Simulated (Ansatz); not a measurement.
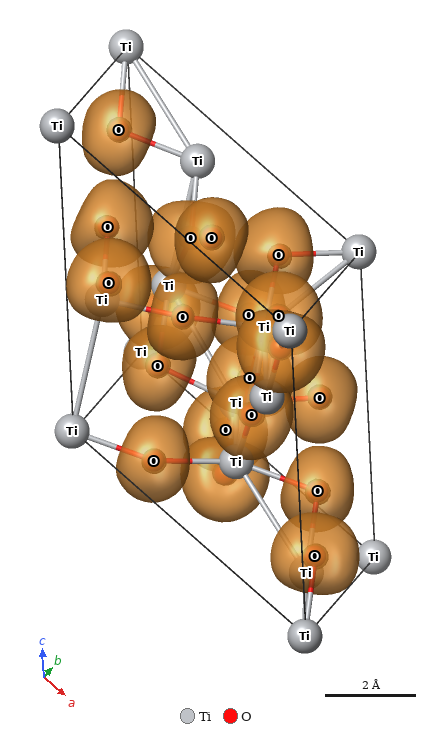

Figure 1: Ti9O20 (cell with a defect). Isosurface of the electron localisation function at 0.6 (orange), seen slightly off an axis. Core shells and regions of very low density are left out. Sticks mark near contacts.

Spin-polarised.

The calculation used DFT PBEsol, scalar-relativistic, plane waves, PAW in Ansatz 0.2.0.

In a PAW calculation such maps are meaningful between the atoms, not at the nuclei.

Q: Describe the localisation domains.

A: The ELF exceeds this value in 20 regions wrapped around O (the valence shell of each), counted in one cell of 29 atoms. Any copies at cell faces, edges or corners count once.

Values along the shortest contacts:
Ti–O (1.82 Å): the ELF peaks at about 0.80 in the valence shell of O, 0.6 Å from its nucleus, and is about 0.25 at the midpoint (no localised pair shows between them). Ti–Ti (2.91 Å): the ELF is about 0.20 at the midpoint; no shared electron pair shows on this line.

Q: Which magnetic arrangement did the calculation end in?

A: Parallel moments (a ferromagnetic arrangement) in this solution; site moments O: +0.4 μB (×4) in one cell of 29 atoms, with smaller moments on other sites: O (up to +0.24 μB).
